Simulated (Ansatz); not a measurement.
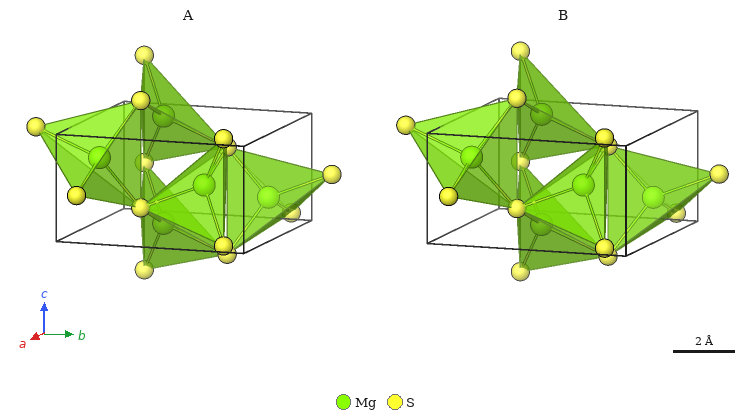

Two geometries of crystalline MgS (a generated structure, set up in P4_12_12) (coarse preliminary run), drawn at one scale. One is the start of a relaxation, the other its converged end. The picture is a polyhedral view of the cell of the calculation, seen slightly off an axis.

Theory: DFT PBE, scalar-relativistic, plane waves, PAW in Ansatz 0.2.0. (plane-wave cutoff 420 eV; k-point mesh 4 × 4 × 6; occupations gaussian; smearing width 0.1 eV; no spin polarisation; cell and atoms relaxed; force threshold 0.04 eV/Å; at most 70 steps)

Which geometry has the lower energy?

Structure B is the relaxed one. Over 3 accepted moves (4 points after the start) the energy falls by 94.2 meV per atom. The largest force component goes from 0.3 to 0.023 eV/Å. Pressure: 10.77 GPa at the start and 0.00 GPa at the end. At 1 point the geometry stayed and the basis and grid were re-selected for the new cell (energy shift of 0.2 meV per atom at most each time). The largest moves relative to the cell, 0.047 Å, are those of Mg atoms. By element the largest moves are Mg 0.047 Å, S 0.007 Å. The volume changes by +15.4 %, with a = b 6.578 → 6.968 Å (+5.9 %), c 3.591 → 3.692 Å (+2.8 %). Among the contacts that change: Mg–S 2.341 → 2.474 Å, Mg–S 2.401 → 2.497 Å. Among the angles between lasting bonds that change: S–Mg–S 100.2° → 96.6°, Mg–S–Mg 100.2° → 96.6°. The space group stays P4_12_12 (No. 92). Cost: 74 s on 1 thread of Arm Neoverse V1, on a shared host, peak memory 0.41 GiB.
